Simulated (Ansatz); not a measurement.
Run report: Al, geometry relaxation (part 2 of 2)

The same run, continued: Al (slab, 4 atoms in the cell); DFT, PBE, PAW with Ansatz's default frozen-core files, scalar-relativistic, no spin polarisation (Ansatz 0.2.0); cutoff 420 eV, 13×9×1 k-mesh, Fermi–Dirac smearing of 0.08 eV. It belongs to a series of runs on one base structure; here: atoms relaxed, PAW files.

Geometry of the input (Å; fractional positions):
```
2.8575  0.0000  0.0000
0.0000  4.0411  0.0000
0.0000  0.0000  20.2862
Al 0.2500  0.2500  0.3944
Al 0.7500  0.7500  0.4648
Al 0.2500  0.2500  0.5352
Al 0.7500  0.7500  0.6056
```

The program's output, continued:
```
SCF iter   1: F=—  HF=-2148.717197 eV  |F-HF|=—  |Δ(HF+E_count)|=         —  Δρ=2.81e-4  dr2=1.05e-3  ethr=1.70e-5  p=0.000 e·Å  D=7.82e-9 V/Å  ΔV_dip=-0.00 eV  dr2_dipole=2.84e-13  V_vac-E_F(+/−)=4.17/4.17 eV  ⟨swp⟩=2.1  Hψ=1270  notcnv=0
efield: sawtooth ramp at fractional position 0.9500 (handed on by an earlier solve), width 0.1000; the density the first Hamiltonian is built on has a dipole p = 0.000 e·Å; the dipole correction subtracts the counter field D = 7.82e-9 V/Å, which shifts the + side's vacuum level by -0.00 eV against the − side's; the planar-averaged density in the ramp window peaks in size at 3.7e-7 e/Å³
preconditioner: auto → LDOS  [metal: Δε(μ)=0.114 eV  Ē_g=5.928 eV  σ=0.080 eV  W_gap=0.33  n_scr=16 (ndim 8)  ℏωp=8.4 eV  f_vac=0.551  D(μ)=1.27/eV (n_scr^D=6)  β→1.0]
SCF iter   2: F=—  HF=-2148.717084 eV  |F-HF|=—  |Δ(HF+E_count)|=   1.13e-4  Δρ=2.23e-4  dr2=7.76e-4  ethr=8.76e-6  p=-0.000 e·Å  D=-5.72e-9 V/Å  ΔV_dip=0.00 eV  dr2_dipole=6.07e-14  V_vac-E_F(+/−)=4.19/4.19 eV  ⟨swp⟩=2.7  Hψ=792  notcnv=0
SCF iter   3: F=—  HF=-2148.716978 eV  |F-HF|=—  |Δ(HF+E_count)|=   1.06e-4  Δρ=3.44e-5  dr2=1.12e-5  ethr=6.47e-6  p=-0.000 e·Å  D=-2.16e-8 V/Å  ΔV_dip=0.00 eV  dr2_dipole=3.60e-14  V_vac-E_F(+/−)=4.17/4.17 eV  ⟨swp⟩=2.0  Hψ=441  notcnv=0
SCF iter   4: F=—  HF=-2148.717095 eV  |F-HF|=—  |Δ(HF+E_count)|=   1.17e-4  Δρ=8.48e-6  dr2=3.97e-7  ethr=9.30e-8  p=-0.000 e·Å  D=-1.79e-8 V/Å  ΔV_dip=0.00 eV  dr2_dipole=4.68e-14  V_vac-E_F(+/−)=4.17/4.17 eV  ⟨swp⟩=2.3  Hψ=575  notcnv=0
SCF iter   5: F=-2148.717095 eV  HF=-2148.717095 eV  |F-HF|=2.57e-8  |Δ(HF+E_count)|=   8.32e-8  Δρ=1.61e-6  dr2=6.71e-9  ethr=8.33e-10  p=0.000 e·Å  D=8.55e-9 V/Å  ΔV_dip=-0.00 eV  dr2_dipole=1.24e-14  V_vac-E_F(+/−)=4.17/4.17 eV  ⟨swp⟩=7.4  Hψ=1975  notcnv=0
SCF 3 converged in 5 iterations: F = -2148.717095 eV  dr2 = 6.71e-9
relax step   3: F+E_penalty+E_count = -2148.71709496 eV  Δ(F+E_penalty+E_count) = -1.660e-4 eV  max|allowed force component| = 1.647e-2 eV/Å  Δτ_max = 0.0102 Å  (5 SCF iters, accepted)
SCF iter   1: F=—  HF=-2148.717134 eV  |F-HF|=—  |Δ(HF+E_count)|=         —  Δρ=1.04e-4  dr2=1.50e-4  ethr=1.47e-5  p=0.000 e·Å  D=8.55e-9 V/Å  ΔV_dip=-0.00 eV  dr2_dipole=1.25e-13  V_vac-E_F(+/−)=4.18/4.18 eV  ⟨swp⟩=2.0  Hψ=1243  notcnv=0
efield: sawtooth ramp at fractional position 0.9500 (handed on by an earlier solve), width 0.1000; the density the first Hamiltonian is built on has a dipole p = 0.000 e·Å; the dipole correction subtracts the counter field D = 8.55e-9 V/Å, which shifts the + side's vacuum level by -0.00 eV against the − side's; the planar-averaged density in the ramp window peaks in size at 4.0e-7 e/Å³
preconditioner: auto → LDOS  [metal: Δε(μ)=0.094 eV  Ē_g=5.936 eV  σ=0.080 eV  W_gap=0.27  n_scr=16 (ndim 8)  ℏωp=8.4 eV  f_vac=0.553  D(μ)=1.31/eV (n_scr^D=6)  β→1.0]
SCF iter   2: F=—  HF=-2148.717115 eV  |F-HF|=—  |Δ(HF+E_count)|=   1.94e-5  Δρ=8.08e-5  dr2=9.96e-5  ethr=1.25e-6  p=-0.000 e·Å  D=-7.79e-8 V/Å  ΔV_dip=0.00 eV  dr2_dipole=3.30e-13  V_vac-E_F(+/−)=4.17/4.17 eV  ⟨swp⟩=2.5  Hψ=791  notcnv=0
SCF iter   3: F=—  HF=-2148.717220 eV  |F-HF|=—  |Δ(HF+E_count)|=   1.05e-4  Δρ=1.28e-5  dr2=1.50e-6  ethr=8.30e-7  p=-0.000 e·Å  D=-2.66e-9 V/Å  ΔV_dip=0.00 eV  dr2_dipole=2.83e-14  V_vac-E_F(+/−)=4.18/4.18 eV  ⟨swp⟩=2.1  Hψ=447  notcnv=0
SCF iter   4: F=-2148.717220 eV  HF=-2148.717220 eV  |F-HF|=9.06e-10  |Δ(HF+E_count)|=   2.17e-7  Δρ=3.11e-6  dr2=6.19e-8  ethr=8.33e-10  p=0.000 e·Å  D=2.35e-8 V/Å  ΔV_dip=-0.00 eV  dr2_dipole=1.03e-14  V_vac-E_F(+/−)=4.18/4.18 eV  ⟨swp⟩=5.2  Hψ=2064  notcnv=0
SCF 4 converged in 4 iterations: F = -2148.717220 eV  dr2 = 6.19e-8
  greatest PAW one-centre occupation: 0.480 electrons in one spin orbital (limit 2), on the Al atom at site 3 (counted from 0), in its partial waves of l = 0
relax step   4: F+E_penalty+E_count = -2148.71722024 eV  Δ(F+E_penalty+E_count) = -1.253e-4 eV  max|allowed force component| = 4.163e-4 eV/Å  Δτ_max = 0.0044 Å  (4 SCF iters, accepted)
```

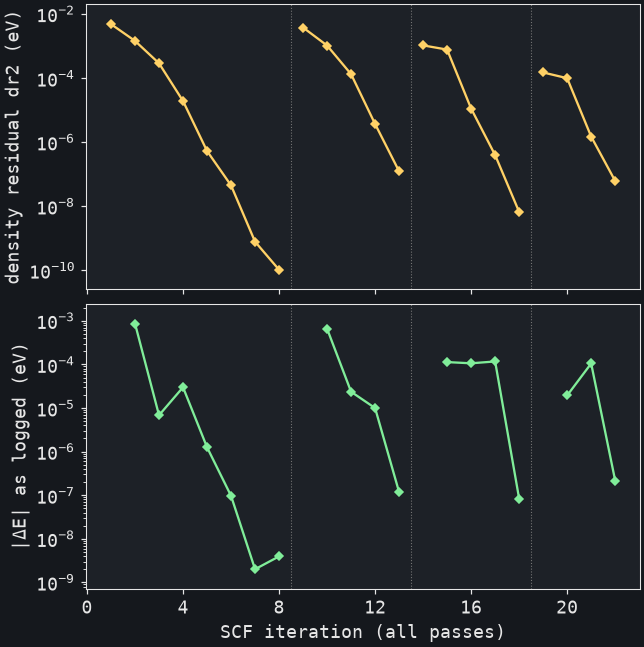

Figure 1. Convergence of the self-consistent field: density residual dr2 and size of the energy change against the SCF iteration. The dotted lines part the SCF passes of the relaxation: geometry steps, rejected trials and re-solves on a re-selected basis. The passes take 8, 5, 5 and 4 iterations.

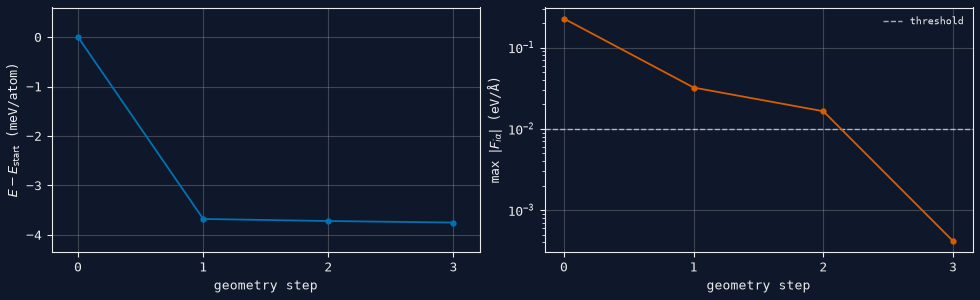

Figure 2. Progress of the relaxation, step by step (the first geometry is step 0 here and step 1 in the log).

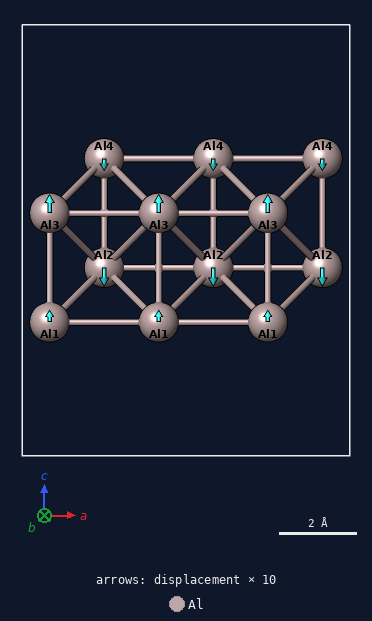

Figure 3. The starting structure with the displacements as teal arrows, magnified 10 times (ball-and-stick view of the 3 × 1 repeat of the cell, with the vacuum cut short, along the b axis). The largest moves, 0.051 Å, are those of Al2 and Al3. The cell stays as it was. Distances before and after: Al2–Al3 2.857 → 2.910 Å, Al1–Al2 2.857 → 2.816 Å, Al1–Al3 2.857 → 2.875 Å. After 3 geometry steps the energy has fallen by 3.8 meV per atom. The largest force component goes from 0.23 to 0.00042 eV/Å. (Atoms are counted from 1 in the order of the input.)

```
SCF converged after 4 iterations
Free energy (F): -2148.717220 eV
Harris-Foulkes:  -2148.717220 eV  (|F-HF|=9.06e-10)
Internal energy: -2148.689921 eV  (E = F + TS)
E sigma→0 (E₀):  -2148.703571 eV
Entropy (-TS):   -0.027299 eV (-6.825 meV/atom)
Fermi energy:    -0.697305 eV
Dipole field:    D = -0.000000 V/Å  (p = -0.000000 e·Å, saw-weighted, corrected)
Work function:   Φ+ = 4.1759 eV   Φ− = 4.1759 eV
Levels:          The Fermi level and band energies are counted from a zero that moves with the ramp; work functions are not
--- Per-component energies (eV) ---
  E_band       = -55.563080
  E_kinetic    = 84.064216
  E_local      = -1896.567543  (includes V_loc(G=0)·N_el)
  E_nonlocal   = 42.185398
  E_hartree    = 919.772727
  E_xc         = -154.839750
  E_vxc        = -110.293179  (∫ρ·V_xc dr)
  E_paw        = -1869.137375  (= ΣΔE_a)
  E_vpaw       = -14.497088  (= ΣTr[D̂ρ^β])
  E_aug_tail   = -0.000008  (compensation charges beyond the density's cutoff)
  E_efield     = 0.000000  (sawtooth field / dipole correction)
  E_vefield    = 0.000000  (∫n·V_field dr)
  E_ewald      = 725.832414
  E_smearing   = -0.027299  (= −TS)
  E_closure    = 0.000000  (closes the sum)
  Σ components = -2148.717220   (vs F -2148.717220, Δ=0.00e0)
--- Forces (eV/Å), atoms counted from 1 ---
  atom   1  Al     0.00000000     0.00000000     0.00041616
  atom   2  Al    -0.00000000    -0.00000000     0.00003092
  atom   3  Al    -0.00000000     0.00000000    -0.00003081
  atom   4  Al    -0.00000000     0.00000000    -0.00041624
  max |Σ_I F_I| component: 2.78e-8 eV/Å
--- Stress (GPa, compression-positive) ---
       -2.338020       0.000000       0.000000
        0.000000      -0.548761       0.000000
        0.000000       0.000000      -0.001273
  P = ⅓ Tr σ = -0.9627 GPa (-9.627 kbar)
--- Band table (eV; the first three rows and the last of 35) ---
  k-point 0: bands = ["-10.8703", "-8.4923", "-5.1180", "-2.7339", "-2.0548", "-1.1891", "-0.5198", "0.6646", "1.6484", "3.0734"]
  k-point 1: bands = ["-10.7595", "-8.3860", "-5.0305", "-3.9665", "-1.9008", "-1.6116", "0.1408", "1.0662", "2.0702", "2.6002"]
  k-point 2: bands = ["-10.4277", "-8.0714", "-5.5040", "-4.8102", "-3.0055", "-1.7611", "0.7867", "1.3522", "2.2775", "3.5838"]
  k-point 34: bands = ["-5.3744", "-4.4732", "-4.0217", "-3.1172", "-3.0133", "-2.3496", "-1.3698", "-0.7063", "0.3619", "1.0647"]
--- Relaxed structure (4 steps of the walk, 4 accepted, 0 SCFs on fresh bases) ---
  F+E_penalty+E_count = -2148.71722024 eV   max|allowed force component| = 4.163e-4 eV/Å
  atoms:
    - { symbol: Al, position: [0.25, 0.25000000000000006, 0.3959936578586016] }
    - { symbol: Al, position: [0.7500000000000001, 0.7500000000000001, 0.4622825559376495] }
    - { symbol: Al, position: [0.25, 0.25000000000000006, 0.537717442687097] }
    - { symbol: Al, position: [0.7500000000000001, 0.7500000000000001, 0.604006343116652] }
```

Trajectory as extended XYZ (Å, eV, eV/Å), 4 frames, from step=1 to step=4:
```
4
Lattice="2.8575 0.0000 0.0000 0.0000 4.0411 0.0000 0.0000 0.0000 20.2862" Properties=species:S:1:pos:R:3:forces:R:3 step=1 energy=-2148.70222
Al    0.7144    1.0103    8.0000    0.0000   0.0000   0.1089
Al    2.1431    3.0308    9.4287    0.0000   0.0000  -0.2270
Al    0.7144    1.0103   10.8575    0.0000   0.0000   0.2270
Al    2.1431    3.0308   12.2862    0.0000   0.0000  -0.1089
4
Lattice="2.8575 0.0000 0.0000 0.0000 4.0411 0.0000 0.0000 0.0000 20.2862" Properties=species:S:1:pos:R:3:forces:R:3 step=2 energy=-2148.71693
Al    0.7144    1.0103    8.0376    0.0000   0.0000  -0.0169
Al    2.1431    3.0308    9.3848    0.0000   0.0000  -0.0322
Al    0.7144    1.0103   10.9014    0.0000   0.0000   0.0322
Al    2.1431    3.0308   12.2486    0.0000   0.0000   0.0169
4
Lattice="2.8575 0.0000 0.0000 0.0000 4.0411 0.0000 0.0000 0.0000 20.2862" Properties=species:S:1:pos:R:3:forces:R:3 step=3 energy=-2148.71709
Al    0.7144    1.0103    8.0288    0.0000   0.0000   0.0165
Al    2.1431    3.0308    9.3746    0.0000   0.0000   0.0155
Al    0.7144    1.0103   10.9116    0.0000   0.0000  -0.0155
Al    2.1431    3.0308   12.2574    0.0000   0.0000  -0.0165
4
Lattice="2.8575 0.0000 0.0000 0.0000 4.0411 0.0000 0.0000 0.0000 20.2862" Properties=species:S:1:pos:R:3:forces:R:3 step=4 energy=-2148.71722
Al    0.7144    1.0103    8.0332    0.0000   0.0000   0.0004
Al    2.1431    3.0308    9.3780    0.0000   0.0000   0.0000
Al    0.7144    1.0103   10.9082    0.0000   0.0000   0.0000
Al    2.1431    3.0308   12.2530    0.0000   0.0000  -0.0004
```

Results in brief:

| quantity | value |
| --- | --- |
| outcome | converged |
| electrons treated | 12 |
| free energy | −2148.7172 eV |
| Fermi energy | −0.697 eV |
| final volume | 234.25 Å³ |
| largest force (length of the vector) at the end | under 0.001 eV/Å |
| wall time | 33 s |
| peak memory | 0.41 GiB |

Notes:

The program warns: the SCF threshold is looser than advised for the printed stress.
